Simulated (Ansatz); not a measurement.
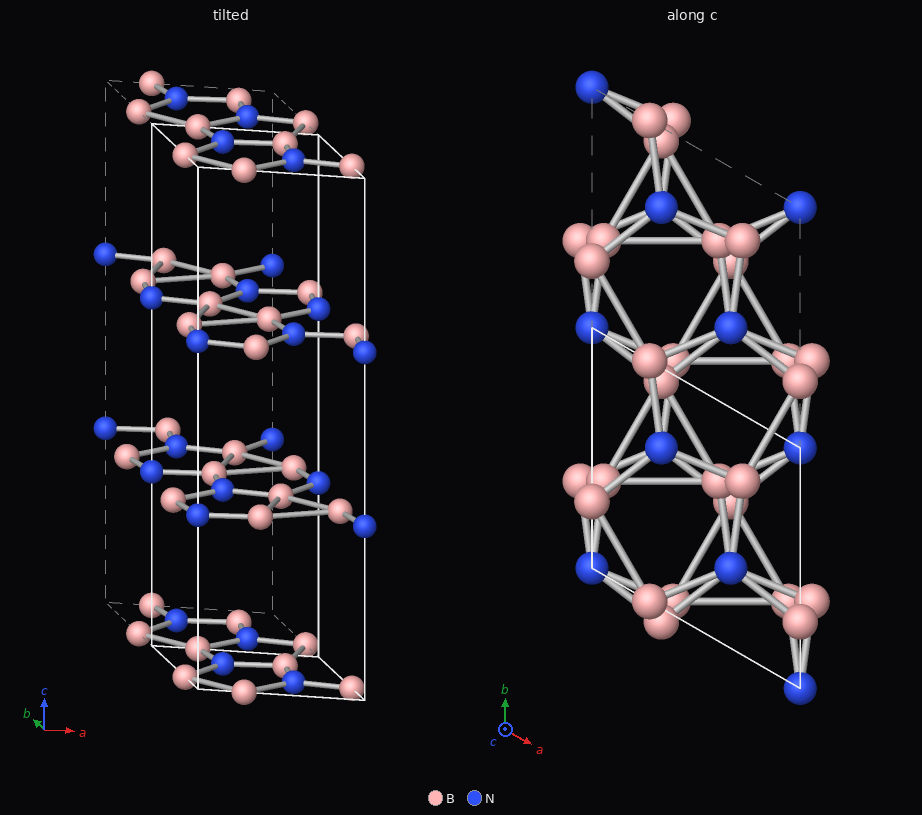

View slightly off an axis and along the c axis, drawn as a ball-and-stick model. A 1×2×1 array of cells is drawn; the conventional unit cell has the solid edges.

B₃N₂, space group R32 (No. 155), a = 3.97 Å, b = 3.97 Å, c = 12.46 Å, α = 90.00°, β = 90.00°, γ = 120.00°.

Level of theory and settings: DFT PBE, scalar-relativistic, plane waves, PAW in Ansatz, plane-wave cutoff 420 eV, k-points about 0.16 Å⁻¹ apart, Gaussian smearing of 0.1 eV, no spin polarisation.

Question: How large a gap does the method give, if there is one?

Answer: A metal: bands cross the Fermi level.

Question: What is the computed pressure?

Answer: The computed pressure is 0.0 GPa, close to zero.

The initial geometry was a structure type filled with these elements by a generator (whether the compound takes this form wasn't checked). Earlier steps of the study, as a rule a relaxation of our own, may have changed the cell and positions, so they can lie some per cent off the listed ones. Ansatz was used for an electronic-structure calculation on it.
